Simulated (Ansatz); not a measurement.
N

The calculation's input:

```
crystal:
  lattice:
    - [5.649, 0.0, 0.0]
    - [0.0, 5.649, 0.0]
    - [0.0, 0.0, 5.53602]
  atoms:
    - { symbol: "N", position: [0.03, 0.03, 0.03] }
    - { symbol: "N", position: [0.47, 0.97, 0.53] }
    - { symbol: "N", position: [0.53, 0.47, 0.97] }
    - { symbol: "N", position: [0.97, 0.53, 0.47] }
kpoints:
  mp_grid: { grid: [4, 4, 4] }
scf:
  occupations: { method: fermi_dirac, width: 0.02 }
hamiltonian:
  xc: pbesol
  pseudopotentials: { kind: paw }
output:
  forces: true
  stress: true
  eigenvalues: true
  efg: { contact_densities: true }
  write_density: true
  write_potential: true
  elf: true
  volumetric_format: npy
```

Command:

```sh
ansatz run input.yaml --threads 1 --pin off --max-ram 4096MiB --backend cpu --events-out ev --progress --plain --runs-dir out
```

Below, planes, directions and counts refer to the conventional cell (a = 5.54 Å, b = 5.65 Å, c = 5.65 Å, α = 90.00°, β = 90.00°, γ = 90.00°).

Space group P2₁2₁2₁; changed on purpose from its base cell (zz strain of -2 %, PAW files); not relaxed (largest force 0.4 eV/Å); computed pressure about −4 GPa in this cell.

Level of theory: Ansatz, DFT, PBEsol, PAW with Ansatz's default frozen-core files, scalar-relativistic.

### What will maps of the valence pseudo-density and electron localisation function show?

N–N (3.74 Å): the density is about 0.02 e/Å³ at the midpoint; the ELF is about 0.05 at the midpoint; no shared electron pair shows on this line.
N–N (3.78 Å): ρ is about 0.02 e/Å³ halfway; the ELF is about 0.05 at the midpoint; no shared electron pair shows on this line.

### Metal or insulator at this level of theory?

It is metallic or semimetallic at this level of theory: no gap opens.

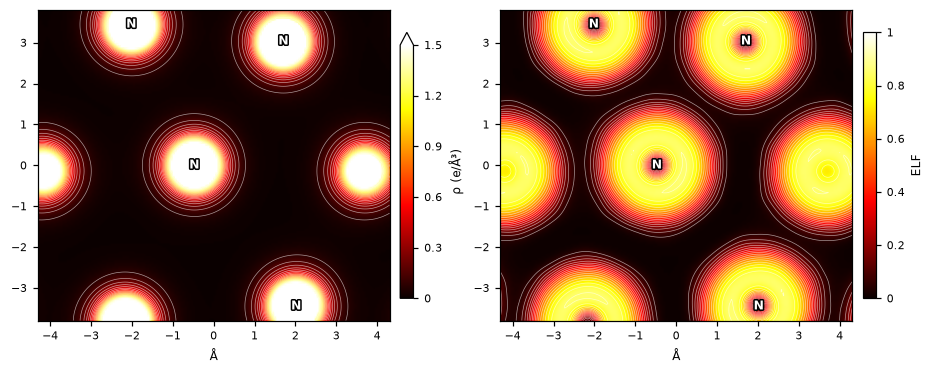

Computed valence pseudo-density and electron localisation function on the (111) plane of the conventional cell, in this order. Atoms just off the plane (N, 0.4 Å away) can leave unmarked features too.
